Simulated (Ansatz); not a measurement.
System: SiC, space group F-43m, 2 atoms in the cell.

```yaml
crystal:
  lattice:
    - [0.00000, 2.17612, 2.17612]
    - [2.17612, 0.00000, 2.17612]
    - [2.17612, 2.17612, 0.00000]
  atoms:
    - { symbol: Si, position: [0.25000, 0.25000, 0.25000] }
    - { symbol: C, position: [0.00000, 0.00000, 0.00000] }
```

Level of theory: DFT, r2SCAN+rVV10, plane waves, PAW, no spin polarisation, 12×12×12 k mesh, 500 eV cutoff; code Ansatz 0.2.0.

Predict the main features of the density of states.

There is a gap; over the k points computed it is 1.68 eV (indirect; the smallest direct gap is 5.02 eV). The upper group of valence states starts about 8.9 eV under the valence-band top (which lies at −0.8 eV on this axis), with a gap beneath it; it holds about 6 electrons a cell.

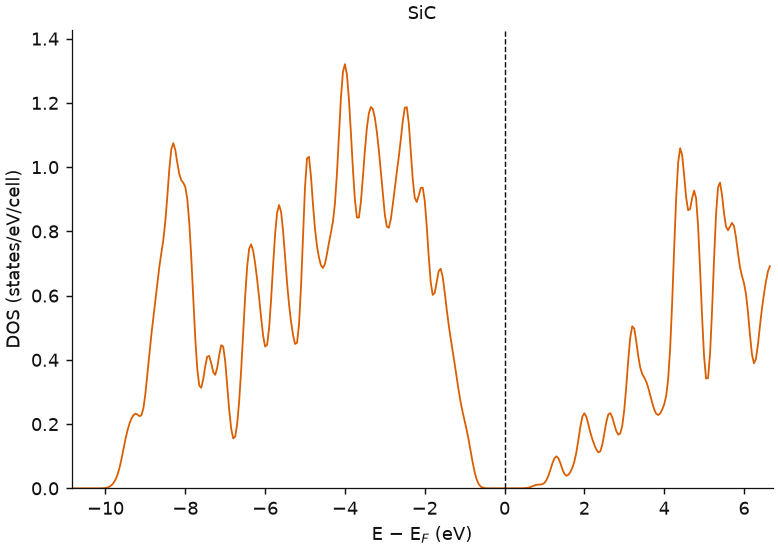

Density of states. Energies are counted from the Fermi level. The curve is built from the levels of the k mesh with Gaussians 0.3 eV wide, which also blur the band edges.
